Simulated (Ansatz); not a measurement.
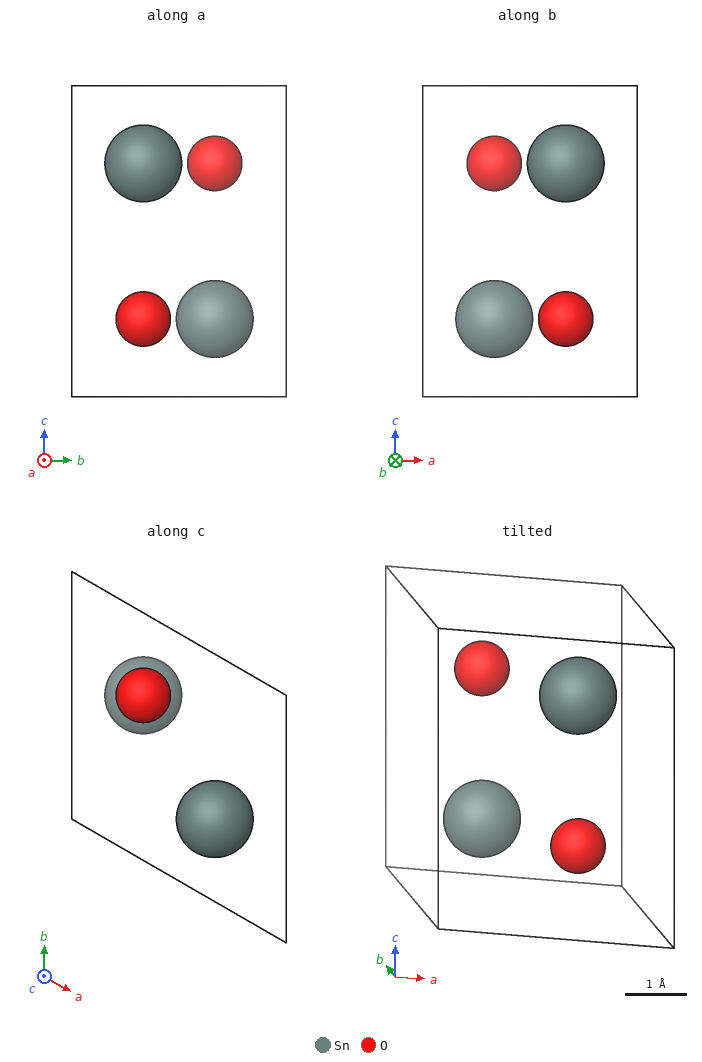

View along the a axis, along the b axis, along the c axis and slightly off an axis, drawn as a spheres-only model. One conventional unit cell is framed, with atoms on its boundary repeated.

Lattice parameters: a = 4.1255 Å, b = 4.1255 Å, c = 5.1854 Å, α = 90.000°, β = 90.000°, γ = 120.000°.

> Turn the picture into a CIF with its space group and independent sites.

```cif
data_structure
_symmetry_space_group_name_H-M 'P 63/m m c'
_symmetry_Int_Tables_number 194
_cell_length_a 4.1255
_cell_length_b 4.1255
_cell_length_c 5.1854
_cell_angle_alpha 90.000
_cell_angle_beta 90.000
_cell_angle_gamma 120.000
_cell_volume 76.43
loop_
_atom_site_label
_atom_site_type_symbol
_atom_site_symmetry_multiplicity
_atom_site_Wyckoff_symbol
_atom_site_fract_x
_atom_site_fract_y
_atom_site_fract_z
_atom_site_occupancy
Sn1 Sn 2 c 0.3333 0.6667 0.2500 1
O1 O 2 d 0.6667 0.3333 0.2500 1
```

It goes back to a structure type filled with these elements by a generator (whether the compound takes this form wasn't checked). Earlier steps of the study may have refined or changed the cell and positions. It went into a calculation with Ansatz.
